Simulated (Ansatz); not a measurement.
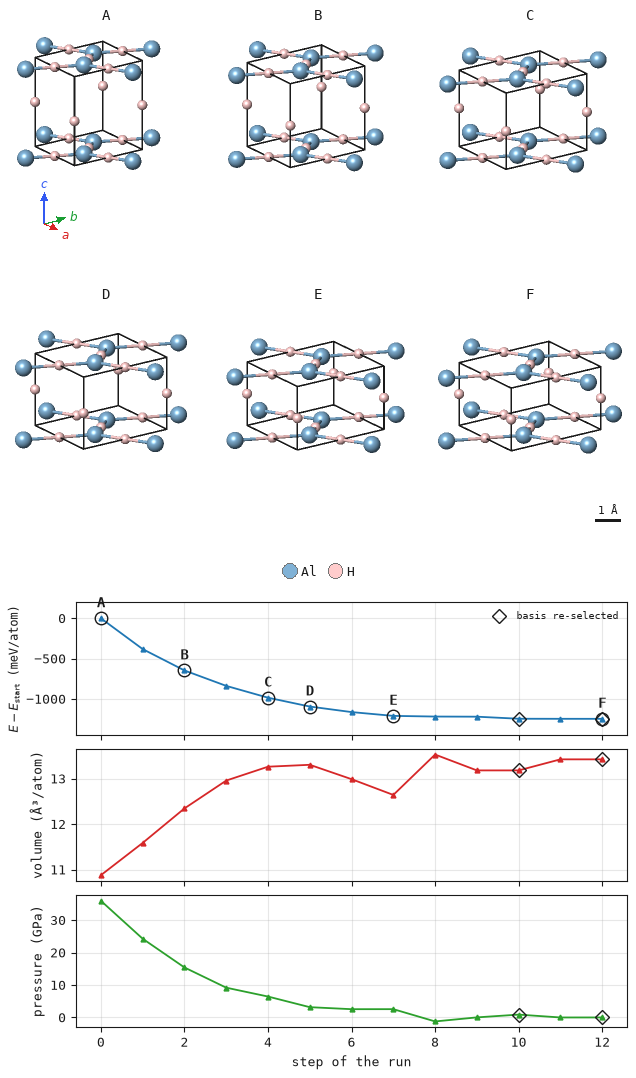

Frames of a relaxation of solid AlH2 (a generated structure, set up in P6/mmm) (coarse preliminary run), marked on the history of the run. The picture is a ball-and-stick view of the cell of the calculation, seen slightly off an axis.

All numbers below come from DFT PBE, scalar-relativistic, plane waves, PAW in Ansatz 0.2.0. Set-up: plane-wave cutoff 420 eV; k-point mesh 6 × 6 × 4; occupations gaussian; smearing width 0.1 eV; no spin polarisation; cell and atoms relaxed; force threshold 0.04 eV/Å; at most 70 steps.

Question: What happens along the run?

Answer: After 10 accepted moves (12 points after the start) the energy has fallen by 1246 meV per atom. All forces vanish by symmetry, so only the cell relaxes. Pressure: 35.98 GPa at the start and 0.01 GPa at the end. The SCF was repeated twice at an unchanged geometry on a basis and grid sized afresh for the cell, which shifted the energy by 25.5 meV per atom at most. No atom moves by more than 0.005 Å relative to the cell. The volume changes by +23.4 %, with a = b 4.485 → 5.933 Å (+32.3 %), c 3.747 → 2.642 Å (−29.5 %). Some distances before and after: Al–H 1.295 → 1.713 Å. The space group stays P6/mmm (No. 191). The run took 9.3 s on 1 thread of Intel(R) Xeon(R) 6975P-C (Granite Rapids), with other jobs on the host, peak memory 0.38 GiB. From step 0 to 2: volume +13.5 %, energy −646 meV per atom. From step 2 to 4: volume +7.4 %, energy −338 meV per atom. From step 4 to 5: volume +0.3 %, energy −110 meV per atom. From step 5 to 7: volume −5.0 %, energy −116 meV per atom. From step 7 to 12: volume +6.2 %, energy −36.5 meV per atom.

Limits of the set-up: the k-point mesh is coarse for a cell with partly filled bands.
